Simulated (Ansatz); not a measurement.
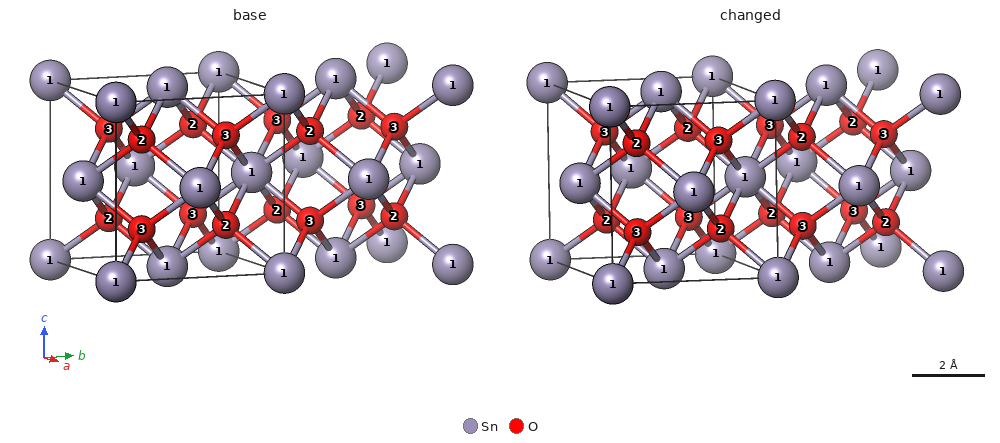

Left: solid SnO2 (built on the fluorite type) at its r2SCAN-relaxed geometry. Right: the same structure after one change, at the same scale. Style: ball-and-stick. Shown: the conventional cell (4 times the calculation's cell), repeated 1 × 2 × 1 with one cell outlined, slightly off an axis. Lengths and directions refer to the drawn axes.

Level of theory: DFT, PBE, plane waves, PAW (Ansatz). Set-up: plane-wave cutoff 420 eV; k-point mesh 8 × 8 × 8; occupations fermi dirac; smearing width 0.02 eV; no spin polarisation.

Q: What was changed?

A: The cell is strained by −4.0 % along [1 1 1] and none across it (volume −4.0 %). The atoms were relaxed with r2SCAN under that strain, and this is a single point on that geometry.

Q: And its effect?

A: The energy rises by 41.1 meV per atom. Pressure: 9.3 GPa before, 19.9 GPa after. The principal stresses (compression positive) are 21.9 GPa along [1 1 1] and 18.9 GPa across it. The largest forces, 0.051 eV/Å, act on O2 and O3; on O2 it points along [1 1 1]. The band gap goes from 0.29 to 0.73 eV. Among the bonded contacts that change: O–Sn 2.194 → 2.118 to 2.181 Å. The space group (tolerance 0.01 Å) goes from Fm-3m (No. 225) to R-3m (No. 166).
